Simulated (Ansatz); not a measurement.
**AlGa$_{2}$As$_{3}$: density, localisation and related maps**

```xyz
12
Lattice="4.0594 0.0000 0.0000 0.0000 4.0594 0.0000 0.0000 0.0000 17.2150" Properties=species:S:1:pos:R:3 pbc="T T T"
Al    0.0000    0.0000    0.0000
Al    2.0297    2.0297    8.6075
Ga    2.0297    2.0297    2.8673
Ga    0.0000    0.0000   11.4748
Ga    0.0000    0.0000    5.7402
Ga    2.0297    2.0297   14.3477
As    2.0297    0.0000    4.3037
As    0.0000    2.0297   12.9112
As    0.0000    2.0297    7.1829
As    2.0297    0.0000   15.7904
As    0.0000    2.0297    1.4245
As    2.0297    0.0000   10.0320
```

Space group I-4m2; a structure generated by program, which may or may not match a known phase; computed pressure about −2 GPa in this cell.

These are results of DFT r2SCAN, scalar-relativistic, plane waves, PAW in Ansatz 0.2.0, not measurements.

Core electrons are frozen (PAW), and the valence fields are smoothed inside the atomic spheres.

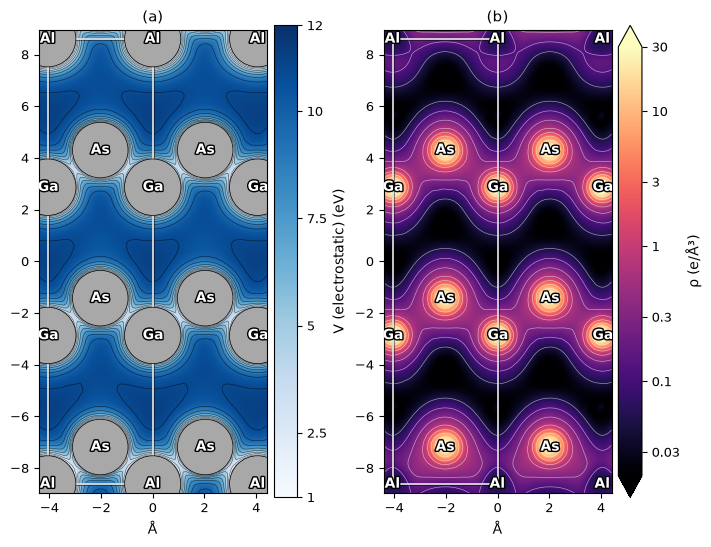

Figure 1. (a) electrostatic potential energy of an electron; (b) valence charge density (pseudo) on the (100) plane of the conventional cell. Grey discs cover the atomic cores in the potential map.

Q: Describe what can be read from this map.

A: The plane passes through Al, Ga and As nuclei. Al–As (2.48 Å): the density is about 0.47 e/Å³ at the midpoint. Ga–As (2.49 Å): the density is about 0.48 e/Å³ at the midpoint. Between the atoms the lowest density in this plane is 0.003 e/Å³. Outside the cores the potential energy rises away from the atoms and is highest about 2.3 Å from the nearest atoms; its zero is arbitrary.

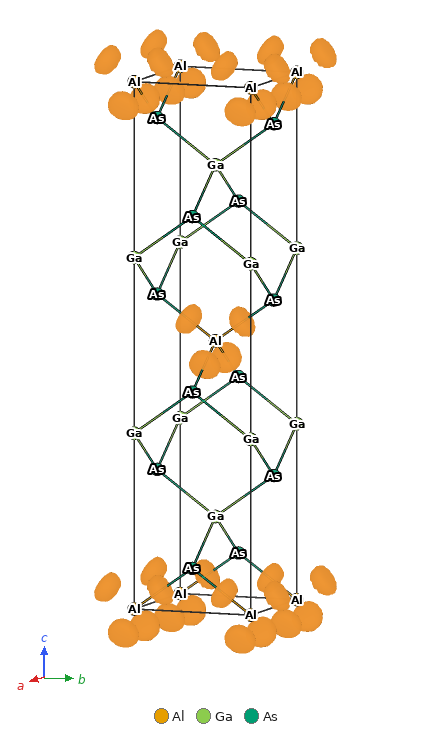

Figure 2. Isosurface of the ELF at 0.85 (orange), seen slightly off an axis. Only the valence region is drawn (cores and ρ < 0.01 e/Å³ removed). Sticks mark near contacts.

Q: Where are the electrons localised?

A: The surface consists of eight regions between bonded Al–As atoms (shared pairs), counted in one cell of 12 atoms. Any copies at cell faces, edges or corners count once. Along the contacts the grid gives the following. Al–As (2.48 Å): the ELF peaks at about 0.95 between the atoms (a shared electron pair). Ga–As (2.49 Å): the ELF peaks at about 0.80 between the atoms: a covalent bond.

Q: How much charge does the calculation move between the atoms?

A: Electrons move from Al and Ga towards As. Bader charges: Al +2.05, Ga +0.76 and As −1.41 to −0.75 e.

Q: Does the calculation give a band gap?

A: It is gapped, with a Kohn–Sham gap of 1.1 eV on the k-point mesh (the band edges may lie off the mesh, which would make the gap smaller).
